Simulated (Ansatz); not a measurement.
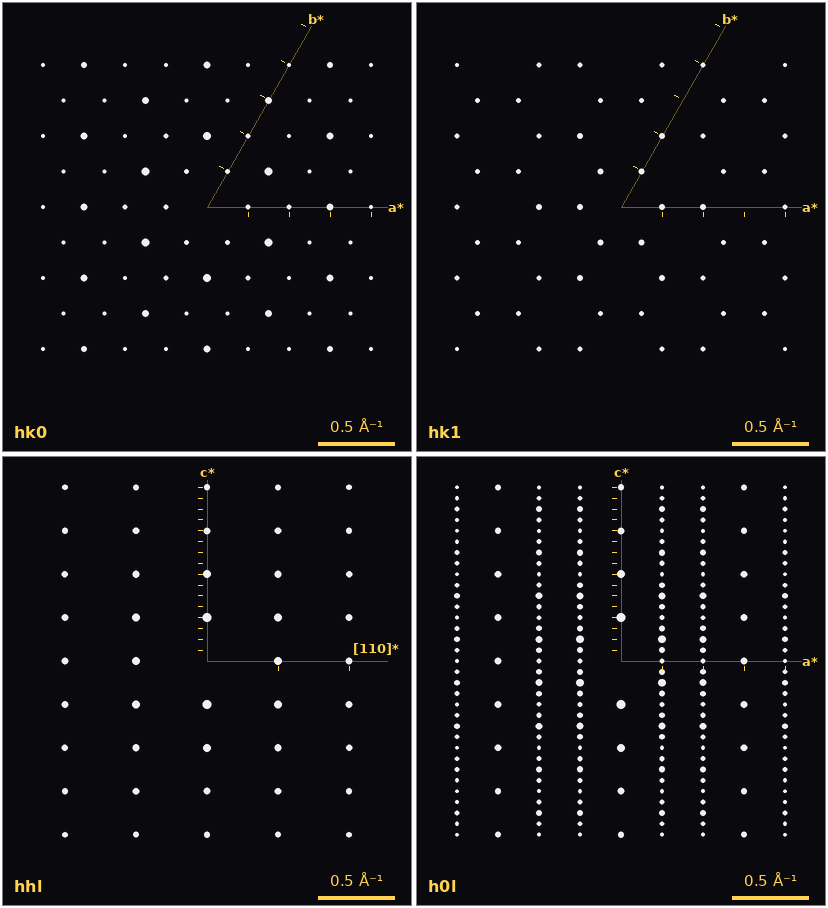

Four undistorted layers of reciprocal space, calculated for a single crystal (X-rays, kinematic |F|², B = 0.5 Å²). Tick marks count the reciprocal lattice steps of the conventional cell along each axis.

Read the reciprocal cell and give the direct cell.

Answer. a* = 0.270, b* = 0.270, c* = 0.072 Å⁻¹, γ* = 60°; the cell is hexagonal with a = 4.27 Å, c = 13.97 Å (hexagonal axes).

Which reflection conditions do the layers show?

Answer. Reflections are present only under these conditions. hkl: no condition; hk0: no condition; h0l: no condition; hhl: l = 2n; 00l: l = 2n. The lattice is primitive (P). Further gaps, such as 3 0 1, 0 3 1, 3 0 3, come from atoms on special positions, not from the group's general conditions. A few very weak reflections are below the display threshold.

Which space groups fit?

Answer. The intensities have Laue symmetry 6/mmm (the hk0 layer shows 6mm, hk1 shows 6mm). With these conditions the candidates are P6_3mc (No. 186), P-62c (No. 190), P6_3/mmc (No. 194). Diffraction geometry alone does not choose among them; the structure has P6_3/mmc. The compound is Sr. Structure: coordinates from a relaxation with DFT, PBE, plane waves (420 eV) with PAW, scalar-relativistic (Ansatz); the starting structure was generated, so it need not be a known form of this composition.
